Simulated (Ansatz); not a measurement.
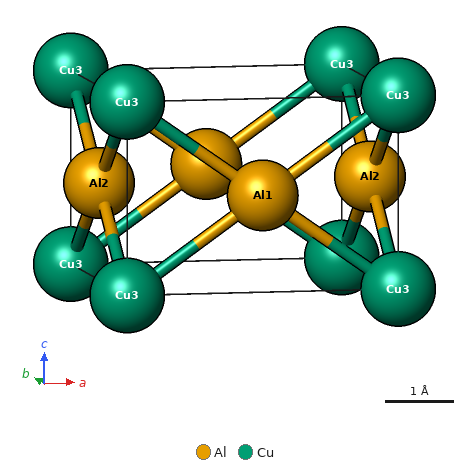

**Figure 1.** The structure (ball-and-stick view of the cell of the calculation, seen slightly off an axis; atoms are numbered from 1 in the order of the input). An atom can appear more than once, as a periodic image. Near neighbours in the periodic cell (some may lie outside the picture): Al has 4 Cu at 2.51 Å; Cu has 8 Al at 2.51 Å.

**Mending a single-point calculation on Al$_{2}$Cu**

System: Al$_{2}$Cu (3 atoms in the cell).
Method of the first run: DFT PBEsol, scalar-relativistic, plane waves, PAW (Ansatz 0.2.0).

The structure derives from a Materials Project entry. Text and figures count atoms from 1; the logs count them from 0 in places.

### Input file, the first run
```yaml
crystal:
  lattice:
    - [4.105182, 0.0, 0.0]
    - [0.0, 4.105182, 0.0]
    - [0.0, 0.0, 2.891313]
  atoms:
    - { symbol: Al, position: [0.5, 0.0, 0.5] }
    - { symbol: Al, position: [0.0, 0.5, 0.5] }
    - { symbol: Cu, position: [0.0, 0.0, 0.0] }
basis:
  ecutwfc: 25
kpoints:
  mp_grid: { grid: [10, 10, 14] }
hamiltonian:
  xc: pbesol
scf:
  occupations: { method: gaussian, width: 0.1 }
  max_iter: 98
output:
  forces: true
  stress: true
  eigenvalues: true
```

Launched with:
```bash
ansatz run input.yaml --threads 1 --pin off --max-ram 2560MiB --backend cpu --events-out ev --progress --plain --runs-dir out
```

Hardware: 1 thread of Intel Xeon @ 2.50GHz (Skylake/Cascade Lake), 192 GiB of memory available, shared host.

### Output (the first run)
```
Error: inconsistent input (basis.ecutwfc, kpoints): the smallest per-k basis holds n_pw = 8 plane waves (k-point 166, counted from 0 among those solved) but the deck needs at least 14 band(s) per channel, and no run solves more bands than the smallest per-k basis has plane waves; raise basis.ecutwfc until the smallest per-k basis, which caps the automatic band count, holds at least 14 plane waves
```

Question: Diagnose this run and give a change of the input that cures it.

Answer: The program refused the input: “inconsistent input (basis.ecutwfc, kpoints): the smallest per-k basis holds n_pw = 8 plane waves (k-point 166, counted from 0 among those solved) but the deck needs at least 14 band(s) per channel, and no run solves more bands than the smallest per-k basis has plane waves …”

A run of the same system that converges differs from this input as follows (lines with − go, lines with + come):
```diff
-  ecutwfc: 25
+  ecutwfc: 420
-  max_iter: 98
+  populations: true
```

### Output, shortened to warnings, some set-up lines, iterations and results (the second run)
```
Basis set: ecut = 420 eV, 945 PW (Γ), exchange–correlation on 60×60×40 points (8 copies of the dense FFT grid, shifted against one another)
Symmetry: 16 space group operations
k-points: 168 of 1400
Initial density: superposition of atomic densities (neutral atoms: chi_scale 0, normalization atom), corrected by the library's trained network
[...]
SCF iter   1: F=—  HF=-7637.956612 eV  |F-HF|=—  |Δ(HF+E_count)|=         —  Δρ=1.34e-2  dr2=5.34e-2  ethr=1.77e-3  ⟨swp⟩=5.2  Hψ=14480  notcnv=0
SCF iter   2: F=—  HF=-7637.947985 eV  |F-HF|=—  |Δ(HF+E_count)|=   8.63e-3  Δρ=1.17e-3  dr2=9.33e-4  ethr=2.14e-4  ⟨swp⟩=2.0  Hψ=5859  notcnv=0  defer=28
SCF iter   3: F=—  HF=-7637.947408 eV  |F-HF|=—  |Δ(HF+E_count)|=   5.77e-4  Δρ=1.49e-3  dr2=1.19e-3  ethr=3.73e-6  ⟨swp⟩=2.3  Hψ=4460  notcnv=0  defer=28
SCF iter   4: F=—  HF=-7637.947187 eV  |F-HF|=—  |Δ(HF+E_count)|=   2.21e-4  Δρ=5.99e-4  dr2=2.35e-4  ethr=3.73e-6  ⟨swp⟩=1.5  Hψ=3318  notcnv=0  defer=28
SCF iter   5: F=—  HF=-7637.947153 eV  |F-HF|=—  |Δ(HF+E_count)|=   3.34e-5  Δρ=1.55e-4  dr2=1.87e-5  ethr=9.38e-7  ⟨swp⟩=1.3  Hψ=2918  notcnv=0  defer=28
SCF iter   6: F=—  HF=-7637.947173 eV  |F-HF|=—  |Δ(HF+E_count)|=   1.99e-5  Δρ=2.85e-5  dr2=6.98e-7  ethr=7.49e-8  ⟨swp⟩=2.5  Hψ=4010  notcnv=0  defer=28
SCF iter   7: F=-7637.947173 eV  HF=-7637.947173 eV  |F-HF|=7.09e-9  |Δ(HF+E_count)|=   1.59e-7  Δρ=5.09e-6  dr2=1.71e-8  ethr=4.00e-10  ⟨swp⟩=5.9  Hψ=12577  notcnv=0
SCF 1 converged in 7 iterations: F = -7637.947173 eV  dr2 = 1.71e-8
SCF converged after 7 iterations
Free energy (F): -7637.947173 eV
Harris-Foulkes:  -7637.947173 eV  (|F-HF|=7.09e-9)
Internal energy: -7637.942668 eV  (E = F + TS)
E sigma→0 (E₀):  -7637.944921 eV
Entropy (-TS):   -0.004505 eV (-1.502 meV/atom)
Fermi energy:    9.211975 eV
--- Per-component energies (eV) ---
  E_band       = -498.529118
  E_kinetic    = 345.393922
  E_local      = -6179.164919  (includes V_loc(G=0)·N_el)
  E_nonlocal   = 407.042131
  E_hartree    = 2775.796119
  E_xc         = -168.125068
  E_vxc        = -174.168130  (∫ρ·V_xc dr)
  E_paw        = -2531.649352  (= ΣΔE_a)
  E_vpaw       = -449.223408  (= ΣTr[D̂ρ^β])
  E_aug_tail   = 0.000235  (compensation charges beyond the density's cutoff)
  E_ewald      = -2287.480215
  E_core_change = 0.244480  (= ΣΔE_core)
  E_smearing   = -0.004505  (= −TS)
  E_closure    = -0.000000  (closes the sum)
  Σ components = -7637.947173   (vs F -7637.947173, Δ=0.00e0)
--- Forces (eV/Å), atoms counted from 1 ---
  atom   1  Al     0.00000000    -0.00000000     0.00000000
  atom   2  Al     0.00000000     0.00000000     0.00000000
  atom   3  Cu    -0.00000000    -0.00000000     0.00000000
  max |Σ_I F_I| component: 3.70e-31 eV/Å
--- Stress (GPa, compression-positive) ---
       -2.064875       0.000000       0.000000
        0.000000      -2.064875       0.000000
        0.000000       0.000000      -3.072010
  P = ⅓ Tr σ = -2.4006 GPa (-24.006 kbar)
--- Löwdin populations: 3 sites ---
  site symbol       q [e]
     0     Al      3.2577
     1     Al      3.2577
     2     Cu     18.3296
  spilling = 0.006201 (of n_electrons = 25.000000)
```

### The two runs side by side

| quantity | the first run | the second run |
| --- | --- | --- |
| outcome | refused | converged |
| free energy per atom (eV) | – | −2545.9824 |
| gap on the mesh (eV) | – | 0.00 |
| pressure (GPa) | – | −2.40 |
| volume per atom (Å³) | – | 16.24 |
| largest force (eV/Å) | – | 0.000 |
| SCF iterations | – | 7 |
| irreducible k-points | – | 168 |
| plane waves at Γ | – | 945 |
